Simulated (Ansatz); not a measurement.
# Run report: AlN, geometry relaxation (part 3 of 3)

The same run, continued: AlN (slab, 16 atoms in the cell); DFT PBEsol, scalar-relativistic, plane waves, PAW, no spin polarisation (Ansatz 0.2.0); cutoff 420 eV, 5×9×1 k-mesh, Gaussian smearing of 0.05 eV. The structure derives from an entry of the Crystallography Open Database. The input holds or restrains some coordinates. Forces given for the steps count only the free coordinates. It belongs to a series of runs on one base structure; here: upper atoms moved at random (sigma 0.25 Å), then relaxed.

Geometry of the input (Å; fractional positions):
```
6.2274  0.0000  0.0000
-1.5568  2.6965  0.0000
0.0000  0.0000  23.0632
N  0.1667  0.6667  0.3252
N  0.6667  0.6667  0.3252
Al 0.3333  0.3333  0.3507
Al 0.8333  0.3333  0.3507
N  0.3333  0.3333  0.4332
N  0.8333  0.3333  0.4332
Al 0.1667  0.6667  0.4587
Al 0.6667  0.6667  0.4587
N  0.1613  0.6479  0.5427
N  0.6597  0.6446  0.5442
Al 0.3362  0.3365  0.5616
Al 0.8270  0.3258  0.5625
N  0.4377  0.3826  0.6516
N  0.8467  0.3603  0.6523
Al 0.2156  0.6999  0.6585
Al 0.6643  0.6143  0.6623
```

Output, continued:
```
--- Relaxed structure (8 steps of the walk, 8 accepted, 0 SCFs on fresh bases) ---
  F+E_penalty+E_count = -7239.67910134 eV   max|allowed force component| = 1.095e-2 eV/Å
  atoms:
    - { symbol: N, position: [0.16666666669999997, 0.6666666666999999, 0.3251926983] }
    - { symbol: N, position: [0.6666666667, 0.6666666666999999, 0.3251926983] }
    - { symbol: Al, position: [0.3333333332999999, 0.3333333332999999, 0.350693167] }
    - { symbol: Al, position: [0.8333333332999999, 0.3333333332999999, 0.350693167] }
    - { symbol: N, position: [0.3333333332999999, 0.3333333332999999, 0.4332307432] }
    - { symbol: N, position: [0.8333333332999999, 0.3333333332999999, 0.4332307432] }
    - { symbol: Al, position: [0.16666666669999997, 0.6666666666999999, 0.4587312119] }
    - { symbol: Al, position: [0.6666666667, 0.6666666666999999, 0.4587312119] }
    - { symbol: N, position: [0.1677750057090055, 0.6678521657417973, 0.5424385926482952] }
    - { symbol: N, position: [0.6651672746969891, 0.6652164773545614, 0.5457745199003824] }
    - { symbol: Al, position: [0.3266203780194271, 0.3267023369659128, 0.5655962126125914] }
    - { symbol: Al, position: [0.8388421606000163, 0.3388920139192077, 0.5634989825245906] }
    - { symbol: N, position: [0.32798594985107266, 0.3280811451433897, 0.6508414760292913] }
    - { symbol: N, position: [0.8372074959990796, 0.3372663327867382, 0.6495821939452596] }
    - { symbol: Al, position: [0.16435759307871114, 0.664435586394732, 0.6809727732748186] }
    - { symbol: Al, position: [0.664706008776937, 0.6647624794196273, 0.6590505725597463] }
```

Trajectory as extended XYZ (Å, eV, eV/Å), 8 frames, from step=1 to step=8:
```
16
Lattice="6.2274 0.0000 0.0000 -1.5568 2.6965 0.0000 0.0000 0.0000 23.0632" Properties=species:S:1:pos:R:3:forces:R:3 step=1 energy=-7228.99130
N     0.0000    1.7977    7.5000    0.0057  -0.0040   2.2460
N     3.1137    1.7977    7.5000   -0.0225   0.0001   2.2545
Al    1.5568    0.8988    8.0881   -0.0057  -0.0092  -3.1691
Al    4.6705    0.8988    8.0881    0.0102  -0.0031  -3.1321
N     1.5568    0.8988    9.9917   -0.0132  -0.0130   2.9557
N     4.6705    0.8988    9.9917    0.0584   0.0037   2.8841
Al    0.0000    1.7977   10.5798   -0.0011  -0.0748  -2.7234
Al    3.1137    1.7977   10.5798    0.0589  -0.0356  -2.1327
N    -0.0039    1.7472   12.5165    0.0593   0.8085   1.6418
N     3.1044    1.7382   12.5506    0.3423   1.3127  -0.8465
Al    1.5698    0.9073   12.9529    0.4631  -0.8160  -0.5336
Al    4.6428    0.8784   12.9741    0.5071  -0.5854   0.6956
N     2.1299    1.0316   15.0284  -45.2848 -25.6651 -10.9818
N     4.7121    0.9715   15.0444    4.6902  -1.7073  -1.2630
Al    0.2530    1.8872   15.1873   -0.8914  -1.0589   1.7347
Al    3.1805    1.6564   15.2741   40.0234  27.8473  10.3697
16
Lattice="6.2274 0.0000 0.0000 -1.5568 2.6965 0.0000 0.0000 0.0000 23.0632" Properties=species:S:1:pos:R:3:forces:R:3 step=2 energy=-7236.66213
N     0.0000    1.7977    7.5000    0.0174   0.0057   2.2144
N     3.1137    1.7977    7.5000   -0.0206  -0.0091   2.1928
Al    1.5568    0.8988    8.0881    0.0054  -0.0045  -3.1170
Al    4.6705    0.8988    8.0881    0.0055  -0.0025  -3.0081
N     1.5568    0.8988    9.9917   -0.0014  -0.0171   2.9100
N     4.6705    0.8988    9.9917    0.0408   0.0144   2.6696
Al    0.0000    1.7977   10.5798   -0.0767  -0.1328  -2.1816
Al    3.1137    1.7977   10.5798    0.2294   0.0844  -2.1781
N     0.0248    1.7663   12.5546   -0.0308   0.5257   0.5159
N     3.1425    1.7763   12.5321    0.2316   0.8566  -0.3323
Al    1.6079    0.9138   12.9227    0.0299  -0.7000   0.4367
Al    4.6718    0.8947   12.9916    0.5874  -0.3017   0.2345
N     1.9469    0.9695   15.0076  -15.9060  -8.1935  -3.8759
N     4.7353    0.9544   15.0280    2.3838  -1.5604  -0.9612
Al    0.1532    1.8386   15.3366    0.3278  -0.5383   1.1126
Al    3.1827    1.6972   15.2807   12.1757   9.9725   3.3735
16
Lattice="6.2274 0.0000 0.0000 -1.5568 2.6965 0.0000 0.0000 0.0000 23.0632" Properties=species:S:1:pos:R:3:forces:R:3 step=3 energy=-7238.89270
N     0.0000    1.7977    7.5000    0.0080   0.0010   2.1293
N     3.1137    1.7977    7.5000   -0.0099  -0.0051   2.1183
Al    1.5568    0.8988    8.0881    0.0090  -0.0017  -2.9183
Al    4.6705    0.8988    8.0881    0.0089   0.0009  -2.8753
N     1.5568    0.8988    9.9917    0.0184  -0.0106   2.5502
N     4.6705    0.8988    9.9917    0.0339   0.0137   2.4420
Al    0.0000    1.7977   10.5798    0.0639  -0.0511  -1.6355
Al    3.1137    1.7977   10.5798    0.1767   0.0640  -2.0022
N     0.0574    1.7883   12.5782   -0.0736   0.2393  -0.5264
N     3.1688    1.8036   12.5245    0.0269   0.2727  -0.0249
Al    1.6310    0.9104   12.9520   -0.3452  -0.4378   0.7036
Al    4.7107    0.9086   12.9783    0.5045   0.0026   0.2619
N     1.7684    0.9328   15.0077   -6.0785  -2.9261  -1.3498
N     4.7418    0.9259   14.9779    0.3914  -0.9481  -0.3048
Al    0.0819    1.8073   15.5104    0.4083  -0.2010   0.4970
Al    3.1464    1.7327   15.2574    4.8577   3.9871   0.9397
16
Lattice="6.2274 0.0000 0.0000 -1.5568 2.6965 0.0000 0.0000 0.0000 23.0632" Properties=species:S:1:pos:R:3:forces:R:3 step=4 energy=-7239.59042
N     0.0000    1.7977    7.5000   -0.0092  -0.0069   2.0325
N     3.1137    1.7977    7.5000    0.0072   0.0033   2.0402
Al    1.5568    0.8988    8.0881    0.0076   0.0020  -2.6826
Al    4.6705    0.8988    8.0881    0.0020  -0.0007  -2.7466
N     1.5568    0.8988    9.9917    0.0156   0.0036   2.1074
N     4.6705    0.8988    9.9917    0.0067   0.0028   2.2663
Al    0.0000    1.7977   10.5798    0.1700   0.0744  -1.3759
Al    3.1137    1.7977   10.5798   -0.0634  -0.0507  -1.5814
N     0.0341    1.8049   12.5551    0.0105   0.0015  -0.5086
N     3.1331    1.8028   12.5465    0.0118  -0.0569   0.1980
Al    1.5746    0.8936   13.0327   -0.2319  -0.0375   0.2682
Al    4.7113    0.9134   12.9843    0.0816   0.0708   0.1097
N     1.5891    0.9170   15.0523   -1.2232  -0.7818  -0.4111
N     4.7171    0.9069   14.9572   -0.4243  -0.0507   0.1138
Al   -0.0006    1.7938   15.6835    0.0368   0.0273   0.0563
Al    3.1027    1.7806   15.2268    1.6015   0.7994   0.1169
16
Lattice="6.2274 0.0000 0.0000 -1.5568 2.6965 0.0000 0.0000 0.0000 23.0632" Properties=species:S:1:pos:R:3:forces:R:3 step=5 energy=-7239.67459
N     0.0000    1.7977    7.5000   -0.0140  -0.0093   2.0118
N     3.1137    1.7977    7.5000    0.0118   0.0056   2.0125
Al    1.5568    0.8988    8.0881    0.0120   0.0064  -2.6218
Al    4.6705    0.8988    8.0881   -0.0082  -0.0053  -2.6949
N     1.5568    0.8988    9.9917    0.0519   0.0306   1.9919
N     4.6705    0.8988    9.9917   -0.0511  -0.0287   2.1768
Al    0.0000    1.7977   10.5798    0.1043   0.0586  -1.5481
Al    3.1137    1.7977   10.5798   -0.0946  -0.0561  -1.3605
N     0.0067    1.8007   12.5081   -0.0030  -0.0027   0.0601
N     3.1114    1.7957   12.5816    0.0184   0.0045   0.0125
Al    1.5327    0.8838   13.0360    0.0049   0.0102   0.1873
Al    4.6974    0.9133   13.0065    0.0206   0.0198  -0.1467
N     1.5442    0.8918   15.0202    0.0135   0.0024  -0.0162
N     4.6962    0.9133   14.9797    0.0521   0.0192   0.0427
Al   -0.0078    1.7931   15.7120    0.1073   0.0631  -0.0720
Al    3.1225    1.8019   15.2267   -0.2252  -0.1182  -0.0303
16
Lattice="6.2274 0.0000 0.0000 -1.5568 2.6965 0.0000 0.0000 0.0000 23.0632" Properties=species:S:1:pos:R:3:forces:R:3 step=6 energy=-7239.67655
N     0.0000    1.7977    7.5000   -0.0161  -0.0107   2.0241
N     3.1137    1.7977    7.5000    0.0146   0.0071   2.0261
Al    1.5568    0.8988    8.0881    0.0125   0.0065  -2.6502
Al    4.6705    0.8988    8.0881   -0.0086  -0.0057  -2.7369
N     1.5568    0.8988    9.9917    0.0571   0.0339   2.0376
N     4.6705    0.8988    9.9917   -0.0554  -0.0308   2.2550
Al    0.0000    1.7977   10.5798    0.1258   0.0707  -1.6037
Al    3.1137    1.7977   10.5798   -0.1119  -0.0658  -1.4099
N     0.0091    1.8018   12.5065   -0.0144  -0.0060   0.0166
N     3.1114    1.7958   12.5873    0.0263   0.0117  -0.0074
Al    1.5311    0.8828   13.0338   -0.0046   0.0039   0.1791
Al    4.7008    0.9155   12.9976    0.0298   0.0212  -0.0842
N     1.5435    0.8918   15.0125    0.0326   0.0140  -0.0409
N     4.7013    0.9163   14.9749    0.0131   0.0105   0.0012
Al   -0.0038    1.7960   15.7069    0.0852   0.0482  -0.0326
Al    3.1223    1.8024   15.1917   -0.1860  -0.1086   0.0239
16
Lattice="6.2274 0.0000 0.0000 -1.5568 2.6965 0.0000 0.0000 0.0000 23.0632" Properties=species:S:1:pos:R:3:forces:R:3 step=7 energy=-7239.67830
N     0.0000    1.7977    7.5000   -0.0174  -0.0114   2.0236
N     3.1137    1.7977    7.5000    0.0164   0.0079   2.0285
Al    1.5568    0.8988    8.0881    0.0121   0.0065  -2.6448
Al    4.6705    0.8988    8.0881   -0.0097  -0.0061  -2.7431
N     1.5568    0.8988    9.9917    0.0495   0.0310   2.0246
N     4.6705    0.8988    9.9917   -0.0541  -0.0297   2.2710
Al    0.0000    1.7977   10.5798    0.1361   0.0811  -1.5772
Al    3.1137    1.7977   10.5798   -0.1502  -0.0849  -1.3920
N     0.0039    1.8014   12.5092   -0.0151  -0.0103   0.0219
N     3.1040    1.7931   12.5891    0.0105   0.0092  -0.0261
Al    1.5230    0.8810   13.0444   -0.0096  -0.0139   0.0202
Al    4.6949    0.9141   12.9939   -0.0247  -0.0187   0.0055
N     1.5223    0.8779   15.0155    0.0109   0.0224  -0.0608
N     4.6775    0.9040   14.9761    0.0419  -0.0009   0.0245
Al   -0.0237    1.7837   15.7044    0.0094   0.0002   0.0179
Al    3.0953    1.7871   15.1959   -0.0057   0.0175   0.0055
16
Lattice="6.2274 0.0000 0.0000 -1.5568 2.6965 0.0000 0.0000 0.0000 23.0632" Properties=species:S:1:pos:R:3:forces:R:3 step=8 energy=-7239.67910
N     0.0000    1.7977    7.5000   -0.0169  -0.0111   2.0213
N     3.1137    1.7977    7.5000    0.0156   0.0076   2.0252
Al    1.5568    0.8988    8.0881    0.0118   0.0063  -2.6406
Al    4.6705    0.8988    8.0881   -0.0089  -0.0057  -2.7337
N     1.5568    0.8988    9.9917    0.0507   0.0309   2.0189
N     4.6705    0.8988    9.9917   -0.0532  -0.0295   2.2533
Al    0.0000    1.7977   10.5798    0.1324   0.0769  -1.5568
Al    3.1137    1.7977   10.5798   -0.1374  -0.0791  -1.3878
N     0.0051    1.8009   12.5104   -0.0066  -0.0037   0.0017
N     3.1066    1.7938   12.5873    0.0050   0.0027  -0.0005
Al    1.5254    0.8810   13.0445    0.0042   0.0023   0.0067
Al    4.6962    0.9138   12.9961   -0.0024  -0.0013  -0.0071
N     1.5317    0.8847   15.0105    0.0011   0.0016  -0.0109
N     4.6885    0.9095   14.9815    0.0039   0.0022   0.0053
Al   -0.0109    1.7917   15.7054    0.0002  -0.0003   0.0015
Al    3.1044    1.7926   15.1998    0.0006   0.0002   0.0037
```

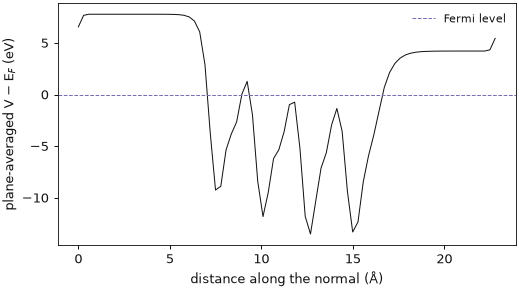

Fig. 1: Plane average of the electrostatic potential energy of an electron across the cell, from the Fermi level. The vacuum level lies 4.21 eV above the Fermi level on the upper side and 7.78 eV on the lower.

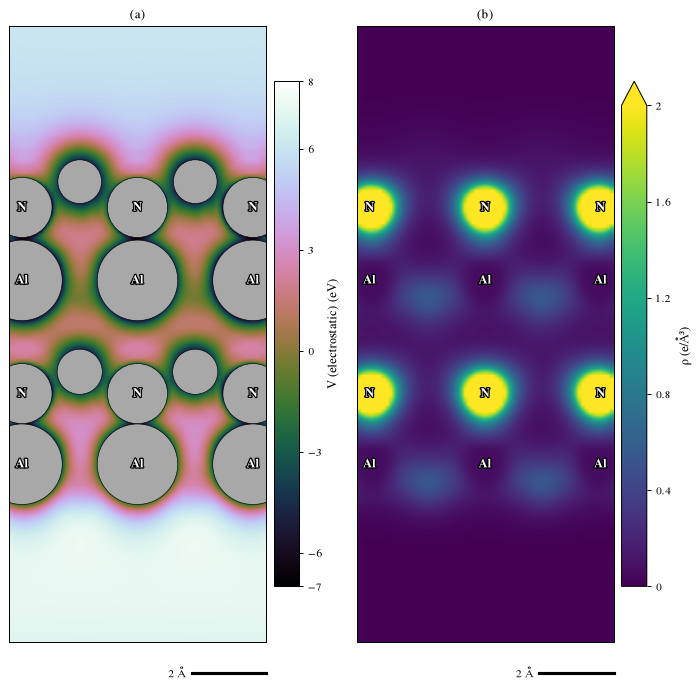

Fig. 2: (a) electrostatic potential (local pseudopotential plus Hartree) felt by an electron; (b) valence pseudo-density on the (100) plane of the calculation cell, a cut from vacuum to vacuum. Grey discs, where drawn, cover atomic cores. Atoms in the plane: Al and N. Al–N (1.90 Å): ρ at the midpoint is about 0.64 e/Å³. Al–N (1.90 Å): the density is about 0.64 e/Å³ at the midpoint. Al–N (1.97 Å): ρ is about 0.59 e/Å³ halfway. The density dies away to nearly zero in the vacuum. The fields are those of the smooth PAW valence density.

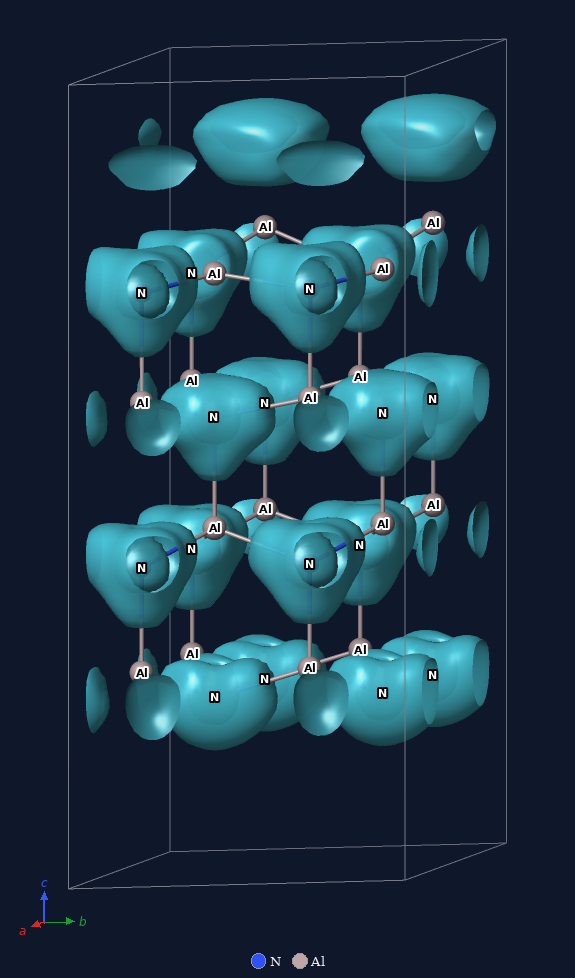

Fig. 3: Isosurface of the ELF at 0.75 (cyan), seen slightly off an axis. Core shells and regions of very low density are left out. Sticks mark near contacts. Along the contacts the grid gives the following. Al–N (1.83 Å): the ELF is about 0.85 at the midpoint. Al–N (1.88 Å): the ELF is about 0.85 at the midpoint.
